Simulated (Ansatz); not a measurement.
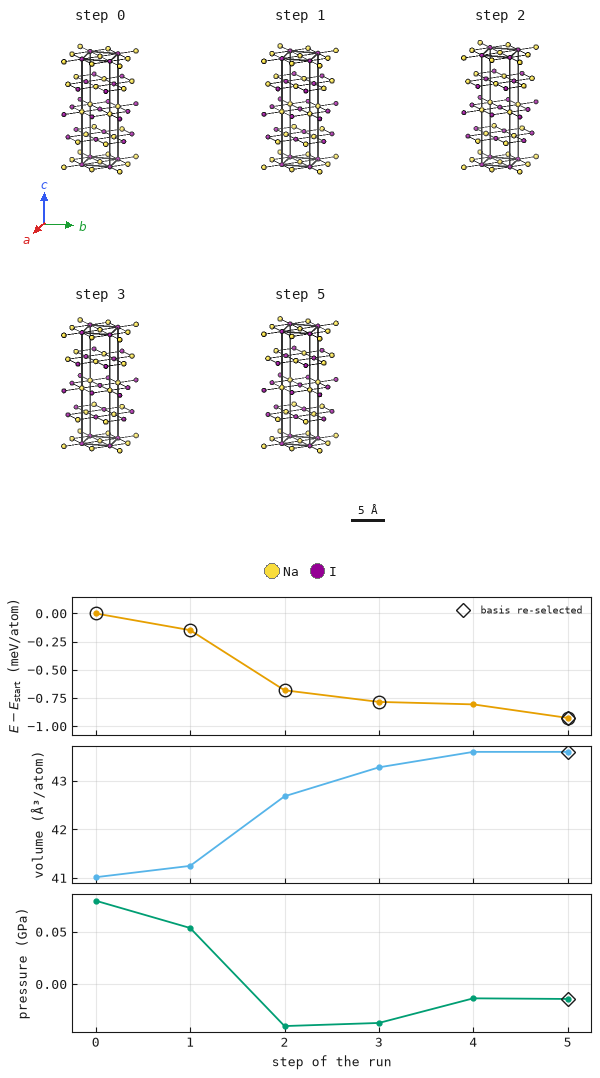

Frames of a relaxation of solid NaI (built on the database_141 type), marked on the history of the run. Style: ball-and-stick. Shown: the conventional cell (2 times the calculation's cell), slightly off an axis. Lengths and directions refer to the drawn axes.

Case: structure listed in a database for this formula (I4_1/amd, No. 141).

Level of theory: DFT PBE, scalar-relativistic, plane waves, PAW in Ansatz. Settings: plane-wave cutoff 420 eV; k-point mesh 8 × 8 × 8; occupations gaussian; smearing width 0.02 eV; no spin polarisation; cell and atoms relaxed; force threshold 0.01 eV/Å; at most 80 steps.

What happens along the run?

The atoms keep their places relative to the cell (all moves are under 0.005 Å). Cell: a = b 4.429 → 4.431 Å (0.0 %), c 16.728 → 17.764 Å (+6.2 %). Volume +6.3 %. The space group stays I4_1/amd (No. 141). Over 4 accepted moves (5 points after the start) the energy falls by 0.9 meV per atom. All forces vanish by symmetry, so only the cell relaxes. Pressure: 0.08 GPa at the start and −0.01 GPa at the end. The SCF was repeated once at an unchanged geometry on a basis and grid sized afresh for the cell, which shifted the energy by 0.1 meV per atom at most. The run took 120 s on 1 thread of Intel(R) Xeon(R) Platinum 8175M CPU @ 2.50GHz (Skylake/Cascade Lake), on a shared host, peak memory 0.62 GiB. From step 0 to 1: volume +0.6 %, energy −0.1 meV per atom. From step 1 to 2: volume +3.5 %, energy −0.5 meV per atom. From step 2 to 3: volume +1.4 %, energy −0.1 meV per atom. From step 3 to 5: volume +0.7 %, energy −0.1 meV per atom.
